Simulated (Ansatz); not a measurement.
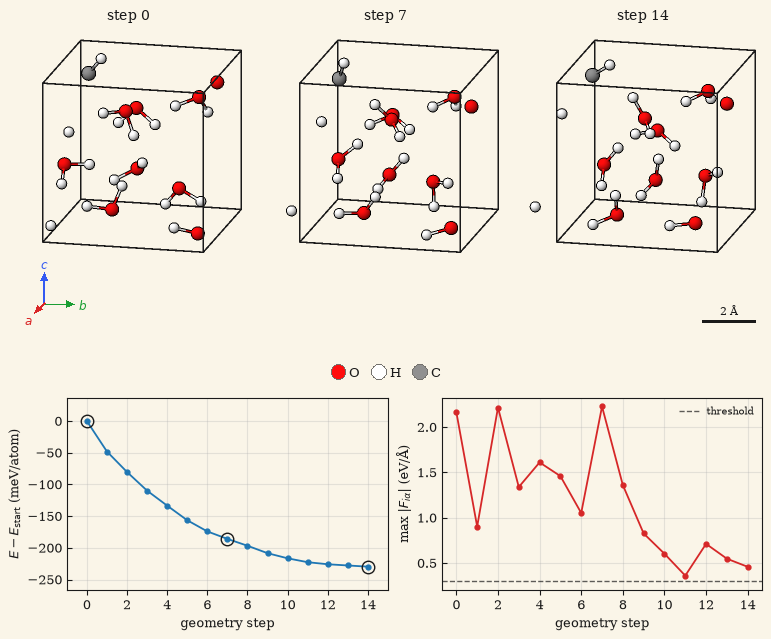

Frames of a relaxation of an amorphous cell of composition H$_{18}$CO$_{9}$, marked on the history of the run. Style: ball-and-stick. Shown: the cell of the calculation, slightly off an axis.

The cell holds 8 H2O + 1 H2CO. The run prepares the start of a later molecular dynamics calculation, from a guessed geometry.

Method: DFT PBE-D3(BJ), scalar-relativistic, plane waves, PAW in Ansatz 0.2.0.

Input file:
```yaml
crystal:
  lattice:
    - [6.221362, 0.0, 0.0]
    - [0.0, 6.221362, 0.0]
    - [0.0, 0.0, 6.221362]
  atoms:
    - { symbol: O, position: [0.5083789, 0.7333337, 0.2524497] }
    - { symbol: H, position: [0.5240226, 0.8718812, 0.1831872] }
    - { symbol: H, position: [0.4653716, 0.6381533, 0.1370006] }
    - { symbol: O, position: [0.8528178, 0.9311339, 0.074208] }
    - { symbol: H, position: [0.9612856, 1.0408089, 0.0952685] }
    - { symbol: H, position: [0.9227146, 0.7997595, 0.1199536] }
    - { symbol: O, position: [0.4966303, 0.8547049, 0.8316315] }
    - { symbol: H, position: [0.4001045, 0.8858231, 0.7135135] }
    - { symbol: H, position: [0.5696382, 0.7245373, 0.7873179] }
    - { symbol: O, position: [0.8444392, 0.4800748, 0.8122319] }
    - { symbol: H, position: [0.8590969, 0.5330423, 0.6665712] }
    - { symbol: H, position: [0.9485045, 0.3646129, 0.8209724] }
    - { symbol: O, position: [0.3717285, 0.4342665, 0.7021975] }
    - { symbol: H, position: [0.4039196, 0.558551, 0.6141377] }
    - { symbol: H, position: [0.3561457, 0.318334, 0.5994635] }
    - { symbol: O, position: [0.1471052, 0.3865568, 0.2583102] }
    - { symbol: H, position: [0.271388, 0.4472725, 0.3297583] }
    - { symbol: H, position: [0.2013449, 0.2562406, 0.1926355] }
    - { symbol: O, position: [0.8482747, 0.098773, 0.4551914] }
    - { symbol: H, position: [0.7808963, 0.2387244, 0.4446477] }
    - { symbol: H, position: [0.976185, 0.1118443, 0.3674101] }
    - { symbol: O, position: [0.6030282, 0.3375212, 0.119643] }
    - { symbol: H, position: [0.5639803, 0.3894794, 0.2611104] }
    - { symbol: H, position: [0.6584974, 0.1944705, 0.1460455] }
    - { symbol: O, position: [0.0760502, -0.1316948, 0.8119163] }
    - { symbol: C, position: [0.0650224, 0.0641009, 0.8139908] }
    - { symbol: H, position: [0.1495087, 0.1621696, 0.9353202] }
    - { symbol: H, position: [-0.030085, 0.1546042, 0.6946593] }
basis:
  ecutwfc: 420.0
kpoints:
  mp_grid: { grid: [1, 1, 1] }
hamiltonian:
  xc: pbe
  dispersion: d3bj
scf:
  occupations: { method: fermi_dirac, width: 0.05 }
  lower_state_search: "off"
relax:
  f_tol: 0.3
  max_steps: 15
  adjacent_minimum: "off"
```

Launched with:
```bash
ansatz run input.yaml --threads 1 --pin off --max-ram 3072MiB --backend cpu --events-out ev --progress --plain --runs-dir out
```

Describe the path.

The relaxation stopped without meeting its thresholds, so the last structure isn't shown to be converged. It used up its limit of 15 steps. The atom that moves furthest is H5 (1.64 Å along [1 −1 1]). Largest moves by element: H 1.64 Å, O 1.11 Å, C 0.41 Å. The lattice vectors keep their values. Among the contacts that change: O13–H14 0.969 → 1.004 Å, O16–H18 0.969 → 0.995 Å, O10–H11 0.969 → 0.982 Å, O25–C26 1.220 → 1.230 Å. Bond angles that change, for instance: H17–O16–H18 104.0° → 99.1°, H27–C26–H28 115.7° → 119.3°, H8–O7–H9 104.0° → 107.3°. After 14 geometry steps the energy has fallen by 230 meV per atom. Largest force component: 2.2 eV/Å at the start, 0.46 eV/Å at the end. Cost: 21 s on 1 thread of Intel(R) Xeon(R) Platinum 8488C (Sapphire Rapids) (shared host), peak memory 0.41 GiB. From step 0 to 7: O25 moves most (0.94 Å), energy −186 meV per atom. From step 7 to 14: H6 moves most (0.88 Å), energy −43.8 meV per atom.

Limits of the set-up: the periodic images lie only 6.2 Å apart, so the values are limited by the cell's size.
